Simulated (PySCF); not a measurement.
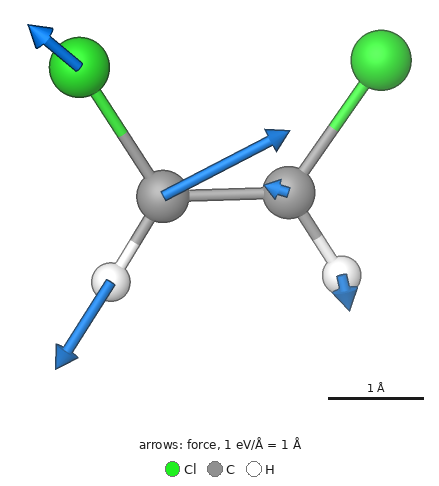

Starting geometry of C$_{2}$H$_{2}$Cl$_{2}$ with the computed forces as blue arrows. Style: ball-and-stick. Shown at a tilt.

The start comes from GFN2-xTB. Its atoms were then displaced at random by about 0.01 Å.

Theory: PySCF 2.14.0, density-fitted response routines, PBE0-D3(BJ)/def2-SVP geometry optimisation, gas phase. 

**Is this structure relaxed? If not, where do the atoms go?**

It isn't relaxed: the largest force vector, on a C atom, is 1.52 eV/Å. The final displacements follow the starting forces only in part (cosine between the two patterns 0.55). Over 6 geometry steps the energy falls by 3.45 kJ/mol. The atom that moves furthest after the best rigid fit is a Cl atom (0.044 Å). By element the largest moves are Cl 0.044 Å, H 0.025 Å, C 0.025 Å. Among the contacts that change: C–H 1.063 → 1.092 Å, C–Cl 1.690 → 1.712 Å, C–C 1.340 → 1.334 Å. Bond angles that change, for instance: C–C–Cl 122.1° → 124.5°.
